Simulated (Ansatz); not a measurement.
## TaN: geometry relaxation (part 1 of 2)

System: TaN (P6₃/mmc, 4 atoms in the cell).
Method: DFT PBE, scalar-relativistic, plane waves, PAW, PAW set soft_1, no spin polarisation (Ansatz 0.2.0).

The structure derives from an entry of the Crystallography Open Database. Figures and captions count atoms from 1; the log counts them from 0 in places.

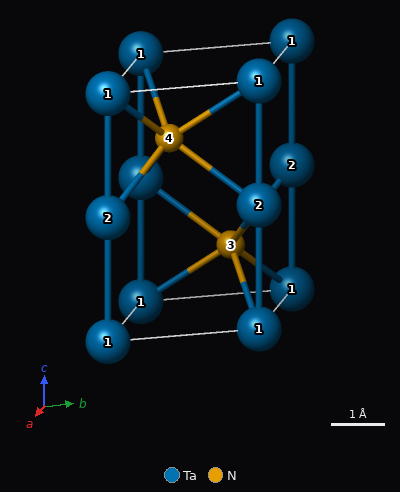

**Figure 1.** The starting structure (ball-and-stick view of the cell of the calculation, seen slightly off an axis; atoms are numbered from 1 in the order of the input). An atom can appear more than once, as a periodic image. Near neighbours in the periodic cell (some may lie outside the picture): Ta has 6 N at 2.15 Å and 2 Ta at 2.46 Å; N has 6 Ta at 2.15 Å.

**Results in brief**

| quantity | value |
| --- | --- |
| outcome | converged |
| space group (tolerance 0.01 Å) | P6₃/mmc (194) |
| electrons treated | 36 |
| free energy | −20638.1957 eV |
| Fermi energy | 19.801 eV |
| gap on the k-point mesh | none (metallic) |
| pressure | −0.01 GPa |
| final volume | 43.57 Å³ |
| largest force (length of the vector) at the end | under 0.001 eV/Å |
| final cell | a = 2.917 Å, b = 2.917 Å, c = 5.912 Å, α = 90.00°, β = 90.00°, γ = 120.00° |
| hardware | 2 threads of Arm Neoverse N1, 98 GiB of memory available, shared host |
| wall time | 23 s (CPU time 43 s) |
| peak memory | 0.35 GiB |

Spin–orbit coupling is left out, which matters for Ta.

**Input file**
```yaml
crystal:
  lattice:
    - [3.0480019786, 0.0, 0.0]
    - [-1.5240009893, 2.6396471442, 0.0]
    - [0.0, 0.0, 4.918]
  atoms:
    - { symbol: Ta, position: [0.0, 0.0, 0.0] }
    - { symbol: Ta, position: [0.0, 0.0, 0.5] }
    - { symbol: "N", position: [0.3333333333, 0.6666666667, 0.25] }
    - { symbol: "N", position: [0.6666666667, 0.3333333333, 0.75] }
basis:
  ecutwfc: 520.0
kpoints:
  mp_grid: { grid: [9, 9, 4] }
hamiltonian:
  xc: pbe
  pseudopotentials: { kind: paw, azcp: { folder: soft_1 } }
scf:
  occupations: { method: gaussian, width: 0.1 }
output:
  forces: true
  stress: true
  eigenvalues: true
relax:
  adjacent_minimum: "off"
  f_tol: 0.05
  max_steps: 80
  cell: { stress_tol: 0.5 }
```

Launched with:
```bash
ansatz run input.yaml --threads 2 --pin off --max-ram 4096MiB --backend cpu --events-out ev --progress --plain --runs-dir out
```

**Log**
```
Engine: ansatz 0.2.0, aarch64-unknown-linux-gnu
Pseudopotentials: kind: paw
Pseudopotential: Ta, paw, valence charge 13, recommended cutoff 420 eV (normal), [file]
Pseudopotential: N, paw, valence charge 5, recommended cutoff 420 eV (normal), [file]
Functional definition: PBE
  parameter kappa = 0.804
  parameter beta = 0.06672455060314922
  exchange = pbe_x(kappa = kappa, mu = beta*pi^2/3)
  correlation = pbe_c(beta = beta)
Crystal: 4 atoms, lattice volume = 39.569 Å³
Basis set: ecut = 520 eV, 1087 PW (Γ), exchange–correlation on 48×48×80 points (8 copies of the dense FFT grid, shifted against one another)
Bands: 22, of which v1, the nominal top of the filled ones, is band 18 counted from 1 (17 counted from 0)
Symmetry: 24 space group operations
Space group: P63/mmc (ITA 194), of the structure as read, at distance tolerance 3.4e-5 Å
k-points: 36 of 324
Non-local potential: Ta, projectors of the file, l = 0: 3, l = 1: 2, l = 2: 2, l = 3: 1
Non-local potential: N, projectors of the file, l = 0: 2, l = 1: 2, l = 2: 1
PAW form: soft (Blöchl's): semilocal exchange-correlation on the pseudo side does not see the compensation charge
PAW one-centre angular grid: Ta, 590 points (default); XC on 64 Gauss nodes
PAW one-centre angular grid: N, 110 points (default); XC on 64 Gauss nodes
Initial density: superposition of atomic densities (chi_scale 0.1, normalization cell, long waves kept (reshape's long-wave potential 0.00 eV rms))
Initial wavefunctions: pseudopotential atomic-orbital guess
Functional: x = pbe(κ = 0.804, μ = 0.2195149727645171), c = pbe(β = 0.06672455060314922)
SCF iter   1: F=—  HF=-20635.920619 eV  |F-HF|=—  |Δ(HF+E_count)|=         —  Δρ=6.69e-2  dr2=1.72e0  ethr=3.10e-3  ⟨swp⟩=5.3  Hψ=7695  notcnv=0  defer=10
automatic band count: the SCF goes on with 26 bands, as 22 were too few: the levels above may hold too much charge
preconditioner: auto → Kerker (q_TF=auto, 2.686 Å⁻¹)  [metal: Δε(μ)=0.027 eV  Ē_g=12.118 eV  σ=0.100 eV  W_gap=0.15  n_scr=10 (ndim 8)  ℏωp=26.4 eV  f_vac=0.000  D(μ)=2.65/eV (n_scr^D=22)]
SCF iter   2: F=—  HF=-20635.610904 eV  |F-HF|=—  |Δ(HF+E_count)|=   3.10e-1  Δρ=3.83e-2  dr2=5.62e-1  ethr=3.10e-3  ⟨swp⟩=2.0  Hψ=1383  notcnv=0  defer=71
SCF iter   3: F=—  HF=-20635.464521 eV  |F-HF|=—  |Δ(HF+E_count)|=   1.46e-1  Δρ=6.28e-3  dr2=1.26e-2  ethr=1.56e-3  ⟨swp⟩=2.0  Hψ=1371  notcnv=0  defer=71
SCF iter   4: F=—  HF=-20635.462949 eV  |F-HF|=—  |Δ(HF+E_count)|=   1.57e-3  Δρ=1.21e-3  dr2=4.38e-4  ethr=3.50e-5  ⟨swp⟩=1.9  Hψ=1272  notcnv=0  defer=71
SCF iter   5: F=—  HF=-20635.463067 eV  |F-HF|=—  |Δ(HF+E_count)|=   1.18e-4  Δρ=2.09e-4  dr2=1.92e-5  ethr=1.22e-6  ⟨swp⟩=2.6  Hψ=1225  notcnv=0  defer=71
SCF iter   6: F=—  HF=-20635.463060 eV  |F-HF|=—  |Δ(HF+E_count)|=   6.72e-6  Δρ=4.26e-5  dr2=6.06e-7  ethr=5.32e-8  ⟨swp⟩=2.1  Hψ=1246  notcnv=0  defer=71
SCF iter   7: F=-20635.463060 eV  HF=-20635.463060 eV  |F-HF|=4.11e-10  |Δ(HF+E_count)|=   6.49e-9  Δρ=8.90e-6  dr2=1.95e-8  ethr=2.78e-10  ⟨swp⟩=9.6  Hψ=4197  notcnv=0
SCF 1 converged in 7 iterations: F = -20635.463060 eV  dr2 = 1.95e-8
  greatest PAW one-centre occupation: 0.999 electrons in one spin orbital (limit 2), on the Ta atom at site 1 (counted from 0), in its partial waves of l = 0
relax step   1: F+E_penalty+E_count = -20635.46306017 eV  Δ(F+E_penalty+E_count) = +0.000e0 eV  max|allowed force component| = 1.503e-16 eV/Å  Δτ_max = 0.0000 Å  P = +59.219 GPa  Ω = 39.569 Å³  (7 SCF iters, dr2 threshold 1.00e-7 eV, accepted)
Crystal: 4 atoms, lattice volume = 42.192 Å³
Basis set: ecut = 520 eV, 1123 PW (Γ), exchange–correlation on 48×48×80 points (8 copies of the dense FFT grid, shifted against one another)
Bands: 26, of which v1, the nominal top of the filled ones, is band 18 counted from 1 (17 counted from 0)
Initial density: handed on by an earlier stage of this run
Initial wavefunctions: those handed on with the density
iter 1 solved again at ethr=3.60e-4 eV; its pass at ethr=3.10e-3 eV (dr2=1.30e-1 eV) is discarded
SCF iter   1: F=—  HF=-20636.701448 eV  |F-HF|=—  |Δ(HF+E_count)|=         —  Δρ=1.69e-2  dr2=1.32e-1  ethr=3.60e-4  ⟨swp⟩=1.2  Hψ=4944  notcnv=0
preconditioner: auto → Kerker (q_TF=auto, 2.657 Å⁻¹)  [metal: Δε(μ)=0.028 eV  Ē_g=11.249 eV  σ=0.100 eV  W_gap=0.16  n_scr=22 (ndim 8)  ℏωp=25.6 eV  f_vac=0.000  D(μ)=1.61/eV (n_scr^D=10)]
SCF iter   2: F=—  HF=-20636.668383 eV  |F-HF|=—  |Δ(HF+E_count)|=   3.31e-2  Δρ=6.95e-3  dr2=2.64e-2  ethr=3.60e-4  ⟨swp⟩=2.0  Hψ=1489  notcnv=0
SCF iter   3: F=—  HF=-20636.660000 eV  |F-HF|=—  |Δ(HF+E_count)|=   8.38e-3  Δρ=2.95e-3  dr2=4.95e-3  ethr=7.33e-5  ⟨swp⟩=1.1  Hψ=943  notcnv=0
SCF iter   4: F=—  HF=-20636.658350 eV  |F-HF|=—  |Δ(HF+E_count)|=   1.65e-3  Δρ=5.52e-4  dr2=9.16e-5  ethr=1.38e-5  ⟨swp⟩=2.7  Hψ=1448  notcnv=0
SCF iter   5: F=—  HF=-20636.658384 eV  |F-HF|=—  |Δ(HF+E_count)|=   3.45e-5  Δρ=9.06e-5  dr2=2.74e-6  ethr=2.54e-7  ⟨swp⟩=2.1  Hψ=1332  notcnv=0
SCF iter   6: F=-20636.658385 eV  HF=-20636.658385 eV  |F-HF|=1.88e-8  |Δ(HF+E_count)|=   1.28e-6  Δρ=1.89e-5  dr2=1.62e-7  ethr=1.11e-9  ⟨swp⟩=5.4  Hψ=3779  notcnv=0
SCF 2 converged in 6 iterations: F = -20636.658385 eV  dr2 = 1.62e-7
relax step   2: F+E_penalty+E_count = -20636.65838534 eV  Δ(F+E_penalty+E_count) = -1.195e0 eV  max|allowed force component| = 2.984e-16 eV/Å  Δτ_max = 0.0000 Å  P = +24.735 GPa  Ω = 42.192 Å³  energy of the carried Pulay correction = -3.165e-4 eV  (6 SCF iters, dr2 threshold 4.00e-7 eV, accepted)
Crystal: 4 atoms, lattice volume = 43.280 Å³
Basis set: ecut = 520 eV, 1161 PW (Γ), exchange–correlation on 48×48×80 points (8 copies of the dense FFT grid, shifted against one another)
iter 1 solved again at ethr=2.79e-4 eV; its pass at ethr=3.10e-3 eV (dr2=1.01e-1 eV) is discarded
SCF iter   1: F=—  HF=-20637.413896 eV  |F-HF|=—  |Δ(HF+E_count)|=         —  Δρ=1.40e-2  dr2=1.02e-1  ethr=2.79e-4  ⟨swp⟩=1.2  Hψ=5019  notcnv=0
preconditioner: auto → Kerker (q_TF=auto, 2.646 Å⁻¹)  [metal: Δε(μ)=0.017 eV  Ē_g=11.027 eV  σ=0.100 eV  W_gap=0.10  n_scr=10 (ndim 8)  ℏωp=25.2 eV  f_vac=0.000  D(μ)=2.12/eV (n_scr^D=22)]
SCF iter   2: F=—  HF=-20637.388594 eV  |F-HF|=—  |Δ(HF+E_count)|=   2.53e-2  Δρ=7.50e-3  dr2=3.18e-2  ethr=2.79e-4  ⟨swp⟩=1.1  Hψ=941  notcnv=0
SCF iter   3: F=—  HF=-20637.377454 eV  |F-HF|=—  |Δ(HF+E_count)|=   1.11e-2  Δρ=2.78e-3  dr2=3.91e-3  ethr=8.84e-5  ⟨swp⟩=2.6  Hψ=1355  notcnv=0
SCF iter   4: F=—  HF=-20637.376408 eV  |F-HF|=—  |Δ(HF+E_count)|=   1.05e-3  Δρ=6.25e-4  dr2=1.00e-4  ethr=1.09e-5  ⟨swp⟩=2.0  Hψ=1152  notcnv=0
SCF iter   5: F=—  HF=-20637.376448 eV  |F-HF|=—  |Δ(HF+E_count)|=   3.97e-5  Δρ=8.81e-5  dr2=2.10e-6  ethr=2.78e-7  ⟨swp⟩=2.4  Hψ=1512  notcnv=0
SCF iter   6: F=-20637.376449 eV  HF=-20637.376449 eV  |F-HF|=2.91e-8  |Δ(HF+E_count)|=   8.26e-7  Δρ=1.72e-5  dr2=1.21e-7  ethr=1.11e-9  ⟨swp⟩=5.7  Hψ=3693  notcnv=0
SCF 3 converged in 6 iterations: F = -20637.376449 eV  dr2 = 1.21e-7
relax step   3: F+E_penalty+E_count = -20637.37644894 eV  Δ(F+E_penalty+E_count) = -7.181e-1 eV  max|allowed force component| = 2.637e-16 eV/Å  Δτ_max = 0.0000 Å  P = +10.027 GPa  Ω = 43.280 Å³  energy of the carried Pulay correction = -4.473e-4 eV  (6 SCF iters, dr2 threshold 4.00e-7 eV, accepted)
Crystal: 4 atoms, lattice volume = 43.480 Å³
Basis set: ecut = 520 eV, 1185 PW (Γ), exchange–correlation on 48×48×80 points (8 copies of the dense FFT grid, shifted against one another)
iter 1 solved again at ethr=2.50e-4 eV; its pass at ethr=3.10e-3 eV (dr2=9.02e-2 eV) is discarded
SCF iter   1: F=—  HF=-20637.977030 eV  |F-HF|=—  |Δ(HF+E_count)|=         —  Δρ=1.27e-2  dr2=9.12e-2  ethr=2.50e-4  ⟨swp⟩=1.2  Hψ=5166  notcnv=0
preconditioner: auto → Kerker (q_TF=auto, 2.644 Å⁻¹)  [metal: Δε(μ)=0.015 eV  Ē_g=10.975 eV  σ=0.100 eV  W_gap=0.08  n_scr=10 (ndim 8)  ℏωp=25.2 eV  f_vac=0.000  D(μ)=2.12/eV (n_scr^D=22)]
SCF iter   2: F=—  HF=-20637.954797 eV  |F-HF|=—  |Δ(HF+E_count)|=   2.22e-2  Δρ=7.63e-3  dr2=3.51e-2  ethr=2.50e-4  ⟨swp⟩=1.0  Hψ=938  notcnv=0
SCF iter   3: F=—  HF=-20637.941250 eV  |F-HF|=—  |Δ(HF+E_count)|=   1.35e-2  Δρ=9.60e-4  dr2=2.80e-4  ethr=9.76e-5  ⟨swp⟩=2.8  Hψ=1508  notcnv=0
SCF iter   4: F=—  HF=-20637.941222 eV  |F-HF|=—  |Δ(HF+E_count)|=   2.80e-5  Δρ=1.71e-4  dr2=5.36e-6  ethr=7.79e-7  ⟨swp⟩=2.7  Hψ=1501  notcnv=0
iter 5 did not close the SCF: its close was put off for the readings that it lacked (scf_convergence_deferred on its scf_iter line)
SCF iter   5: F=-20637.941224 eV  HF=-20637.941224 eV  |F-HF|=1.16e-7  |Δ(HF+E_count)|=   2.26e-6  Δρ=2.61e-5  dr2=1.26e-7  ethr=1.49e-8  ⟨swp⟩=2.6  Hψ=1403  notcnv=0
SCF iter   6: F=-20637.941224 eV  HF=-20637.941224 eV  |F-HF|=2.90e-9  |Δ(HF+E_count)|=   1.26e-7  Δρ=3.96e-6  dr2=3.04e-9  ethr=3.51e-10  ⟨swp⟩=2.3  Hψ=3044  notcnv=0
SCF 4 converged in 6 iterations: F = -20637.941224 eV  dr2 = 3.04e-9
relax step   4: F+E_penalty+E_count = -20637.94122397 eV  Δ(F+E_penalty+E_count) = -5.648e-1 eV  max|allowed force component| = 1.295e-16 eV/Å  Δτ_max = 0.0000 Å  P = +3.767 GPa  Ω = 43.480 Å³  energy of the carried Pulay correction = -4.785e-4 eV  (6 SCF iters, dr2 threshold 4.00e-7 eV, accepted)
Crystal: 4 atoms, lattice volume = 43.144 Å³
Basis set: ecut = 520 eV, 1197 PW (Γ), exchange–correlation on 48×48×80 points (8 copies of the dense FFT grid, shifted against one another)
iter 1 solved again at ethr=1.67e-4 eV; its pass at ethr=3.10e-3 eV (dr2=6.00e-2 eV) is discarded
SCF iter   1: F=—  HF=-20638.210796 eV  |F-HF|=—  |Δ(HF+E_count)|=         —  Δρ=1.07e-2  dr2=6.07e-2  ethr=1.67e-4  ⟨swp⟩=1.2  Hψ=5224  notcnv=0
preconditioner: auto → none  [insulator: Δε(μ)=0.105 eV  Ē_g=10.967 eV  σ=0.100 eV  W_gap=0.53  n_scr=10 (ndim 8)  ℏωp=25.3 eV  f_vac=0.000  D(μ)=0.80/eV (n_scr^D=2)  ε∞_Penn≈6.3]
SCF iter   2: F=—  HF=-20638.186955 eV  |F-HF|=—  |Δ(HF+E_count)|=   2.38e-2  Δρ=2.99e-3  dr2=2.98e-3  ethr=1.67e-4  ⟨swp⟩=2.8  Hψ=1534  notcnv=0
SCF iter   3: F=—  HF=-20638.186102 eV  |F-HF|=—  |Δ(HF+E_count)|=   8.53e-4  Δρ=6.88e-4  dr2=5.24e-5  ethr=8.29e-6  ⟨swp⟩=2.8  Hψ=1532  notcnv=0
SCF iter   4: F=—  HF=-20638.186079 eV  |F-HF|=—  |Δ(HF+E_count)|=   2.33e-5  Δρ=4.43e-5  dr2=2.31e-7  ethr=1.46e-7  ⟨swp⟩=2.7  Hψ=1509  notcnv=0
iter 5 did not close the SCF: its close was put off for the readings that it lacked (scf_convergence_deferred on its scf_iter line)
SCF iter   5: F=-20638.186079 eV  HF=-20638.186079 eV  |F-HF|=1.63e-9  |Δ(HF+E_count)|=   2.24e-7  Δρ=5.30e-6  dr2=4.56e-9  ethr=6.42e-10  ⟨swp⟩=2.2  Hψ=1561  notcnv=0
SCF iter   6: F=-20638.186079 eV  HF=-20638.186079 eV  |F-HF|=2.18e-11  |Δ(HF+E_count)|=   2.39e-9  Δρ=4.77e-7  dr2=4.28e-11  ethr=1.27e-11  ⟨swp⟩=1.7  Hψ=2676  notcnv=0
SCF 5 converged in 6 iterations: F = -20638.186079 eV  dr2 = 4.28e-11
relax step   5: F+E_penalty+E_count = -20638.18607913 eV  Δ(F+E_penalty+E_count) = -2.449e-1 eV  max|allowed force component| = 2.868e-16 eV/Å  Δτ_max = 0.0000 Å  P = +3.209 GPa  Ω = 43.144 Å³  energy of the carried Pulay correction = -4.502e-4 eV  (6 SCF iters, dr2 threshold 4.00e-7 eV, accepted)
Crystal: 4 atoms, lattice volume = 43.537 Å³
Basis set: ecut = 520 eV, 1221 PW (Γ), exchange–correlation on 48×48×80 points (8 copies of the dense FFT grid, shifted against one another)
iter 1 solved again at ethr=2.37e-6 eV; its pass at ethr=3.10e-3 eV (dr2=8.52e-4 eV) is discarded
SCF iter   1: F=—  HF=-20638.190597 eV  |F-HF|=—  |Δ(HF+E_count)|=         —  Δρ=1.36e-3  dr2=7.78e-4  ethr=2.37e-6  ⟨swp⟩=2.0  Hψ=4475  notcnv=0
preconditioner: auto → none  [insulator: Δε(μ)=0.127 eV  Ē_g=10.879 eV  σ=0.100 eV  W_gap=0.63  n_scr=10 (ndim 8)  ℏωp=25.2 eV  f_vac=0.000  D(μ)=0.66/eV (n_scr^D=2)  ε∞_Penn≈6.4]
SCF iter   2: F=—  HF=-20638.190400 eV  |F-HF|=—  |Δ(HF+E_count)|=   1.96e-4  Δρ=3.70e-4  dr2=6.23e-5  ethr=2.16e-6  ⟨swp⟩=2.2  Hψ=1168  notcnv=0
SCF iter   3: F=—  HF=-20638.190322 eV  |F-HF|=—  |Δ(HF+E_count)|=   7.80e-5  Δρ=6.92e-5  dr2=1.23e-6  ethr=1.73e-7  ⟨swp⟩=2.0  Hψ=1128  notcnv=0
iter 4 did not close the SCF: its close was put off for the readings that it lacked (scf_convergence_deferred on its scf_iter line)
SCF iter   4: F=-20638.190323 eV  HF=-20638.190323 eV  |F-HF|=1.52e-9  |Δ(HF+E_count)|=   2.60e-7  Δρ=9.60e-6  dr2=1.85e-8  ethr=3.40e-9  ⟨swp⟩=2.3  Hψ=1226  notcnv=0
iter 5 did not close the SCF: its close was put off for the readings that it lacked (scf_convergence_deferred on its scf_iter line)
SCF iter   5: F=-20638.190323 eV  HF=-20638.190323 eV  |F-HF|=1.09e-11  |Δ(HF+E_count)|=   4.43e-9  Δρ=9.45e-7  dr2=1.97e-10  ethr=5.13e-11  ⟨swp⟩=2.4  Hψ=1341  notcnv=0
SCF iter   6: F=-20638.190323 eV  HF=-20638.190323 eV  |F-HF|=3.64e-12  |Δ(HF+E_count)|=  4.37e-11  Δρ=7.53e-8  dr2=1.46e-12  ethr=1.00e-12  ⟨swp⟩=1.0  Hψ=2363  notcnv=0
SCF 6 converged in 6 iterations: F = -20638.190323 eV  dr2 = 1.46e-12
relax step   6: F+E_penalty+E_count = -20638.19032257 eV  Δ(F+E_penalty+E_count) = -4.243e-3 eV  max|allowed force component| = 1.434e-16 eV/Å  Δτ_max = 0.0000 Å  P = +0.097 GPa  Ω = 43.537 Å³  energy of the carried Pulay correction = -4.946e-4 eV  (6 SCF iters, dr2 threshold 4.00e-7 eV, accepted)
Basis set: ecut = 520 eV, 1221 PW (Γ), exchange–correlation on 48×48×90 points (8 copies of the dense FFT grid, shifted against one another)
Initial wavefunctions: pseudopotential atomic-orbital guess (no wavefunctions were taken with the density)
iter 1 solved again at ethr=5.35e-8 eV; its pass at ethr=3.10e-3 eV (dr2=1.92e-5 eV) is discarded
SCF iter   1: F=—  HF=-20638.195257 eV  |F-HF|=—  |Δ(HF+E_count)|=         —  Δρ=7.92e-4  dr2=1.41e-5  ethr=5.35e-8  ⟨swp⟩=3.0  Hψ=6005  notcnv=0
preconditioner: auto → none  [insulator: Δε(μ)=0.127 eV  Ē_g=10.882 eV  σ=0.100 eV  W_gap=0.63  n_scr=10 (ndim 8)  ℏωp=25.2 eV  f_vac=0.000  D(μ)=0.66/eV (n_scr^D=2)  ε∞_Penn≈6.3]
SCF iter   2: F=—  HF=-20638.195560 eV  |F-HF|=—  |Δ(HF+E_count)|=   3.03e-4  Δρ=3.95e-4  dr2=3.08e-6  ethr=3.90e-8  ⟨swp⟩=2.2  Hψ=1232  notcnv=0
SCF iter   3: F=—  HF=-20638.195660 eV  |F-HF|=—  |Δ(HF+E_count)|=   9.98e-5  Δρ=2.68e-5  dr2=2.21e-8  ethr=8.56e-9  ⟨swp⟩=2.1  Hψ=1212  notcnv=0
iter 4 did not close the SCF: its close was put off for the readings that it lacked (scf_convergence_deferred on its scf_iter line)
SCF iter   4: F=-20638.195660 eV  HF=-20638.195660 eV  |F-HF|=3.27e-10  |Δ(HF+E_count)|=   4.14e-7  Δρ=1.72e-6  dr2=3.54e-10  ethr=6.15e-11  ⟨swp⟩=2.4  Hψ=1419  notcnv=0
iter 5 did not close the SCF: its close was put off for the readings that it lacked (scf_convergence_deferred on its scf_iter line)
SCF iter   5: F=-20638.195660 eV  HF=-20638.195660 eV  |F-HF|=4.73e-11  |Δ(HF+E_count)|=  3.53e-10  Δρ=3.64e-7  dr2=1.20e-11  ethr=1.00e-12  ⟨swp⟩=2.4  Hψ=1552  notcnv=0
SCF iter   6: F=-20638.195660 eV  HF=-20638.195660 eV  |F-HF|=3.64e-12  |Δ(HF+E_count)|=  4.73e-11  Δρ=3.29e-8  dr2=7.46e-14  ethr=1.00e-12  ⟨swp⟩=1.0  Hψ=2018  notcnv=0
SCF 7 converged in 6 iterations: F = -20638.195660 eV  dr2 = 7.46e-14
```
